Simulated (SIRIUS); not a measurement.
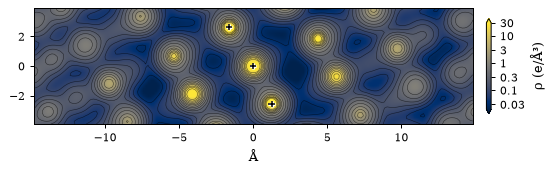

The total electron density on a plane through atoms (crosses mark nuclei in the plane).

All numbers below come from Kohn-Sham DFT of a periodic cell, PBE, all-electron FP-LAPW in SIRIUS.

Candidates:
A. Co, a = 2.47 Å, b = 2.47 Å, c = 8.09 Å, α = 90.00°, β = 90.00°, γ = 120.00°. Space group P6₃/mmc; a structure from a database of computed crystals, not necessarily the ambient phase; spin-polarised.
B. Bi2Se3, a = 4.14 Å, b = 4.14 Å, c = 28.64 Å, α = 90.00°, β = 90.00°, γ = 120.00°. Space group R-3m.
C. TaS2, a = 3.35 Å, b = 3.35 Å, c = 5.86 Å, α = 90.00°, β = 90.00°, γ = 120.00°. Space group P-3m1; not relaxed (largest force 1.2 eV/Å).

Which candidate gave the map?

Answer. Candidate B: Bi2Se3 on the (111) plane of the conventional cell, which holds Bi and Se. Bi–Se (2.85 Å): ρ is about 0.34 e/Å³ halfway. Bi–Se (3.07 Å): ρ is about 0.22 e/Å³ halfway.
